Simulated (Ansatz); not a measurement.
**SiO2: density, localisation and related maps**

```xyz
6
Lattice="4.2361 0.0000 0.0000 0.0000 4.2361 0.0000 0.0000 0.0000 2.6905" Properties=species:S:1:pos:R:3 pbc="T T T"
Si    2.1181    2.1181    1.3452
Si    0.0000    0.0000    0.0000
O     2.9357    2.9357    0.0000
O     0.8177    3.4185    1.3452
O     1.3004    1.3004    0.0000
O     3.4185    0.8177    1.3452
```

Space group P4₂/mnm; a structure from a database of computed crystals, not necessarily the ambient phase.

Computed with DFT PBE, scalar-relativistic, plane waves, PAW (Ansatz 0.2.0).

In a PAW calculation such maps are meaningful between the atoms, not at the nuclei.

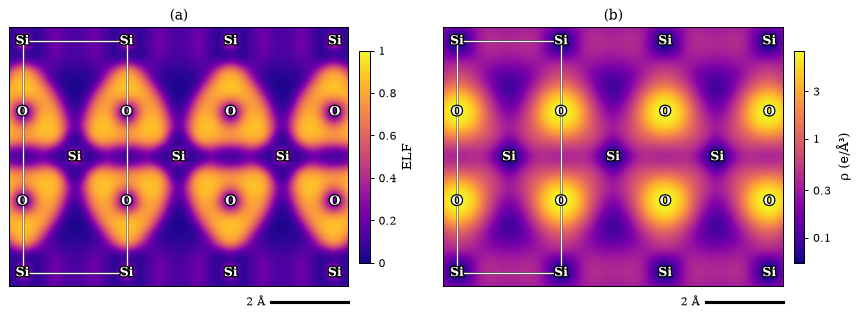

Figure 1. (a) ELF; (b) valence electron density on the (110) plane of the conventional cell.

> What do the fields say about this system?

- The plane passes through Si and O nuclei.
- Si–O (1.77 Å): ρ is about 0.93 e/Å³ halfway; the ELF peaks at about 0.85 between the atoms.
- Si–O (1.84 Å): ρ at the midpoint is about 0.79 e/Å³; the ELF peaks at about 0.85 between the atoms.
- Between the atoms the lowest density in this plane is 0.09 e/Å³.

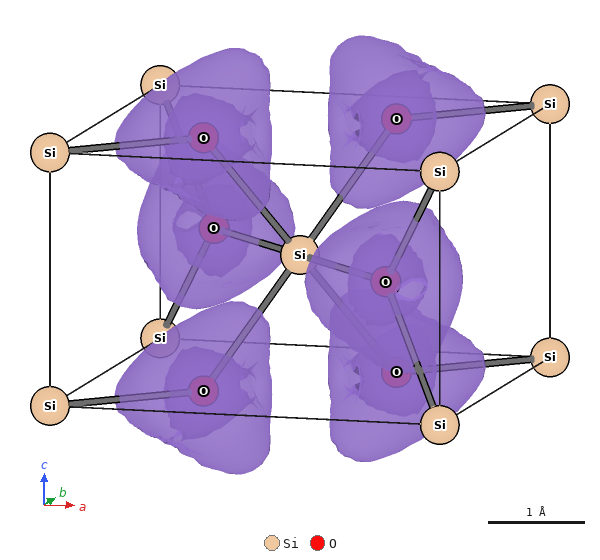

Figure 2. Isosurface of the electron localisation function at 0.75 (purple), seen slightly off an axis. Only the valence region is drawn (cores and ρ < 0.01 e/Å³ removed). Sticks mark near contacts.

> What do the ELF domains correspond to?

The ELF exceeds this value in four regions on O in which the atom's valence shell and bonds are merged, counted in one cell of 6 atoms. Any copies at cell faces, edges or corners count once.

> Metal or insulator at this level of theory?

It is gapped, with a Kohn–Sham gap of 5.0 eV on the k-point mesh, an upper bound to the gap of this method.
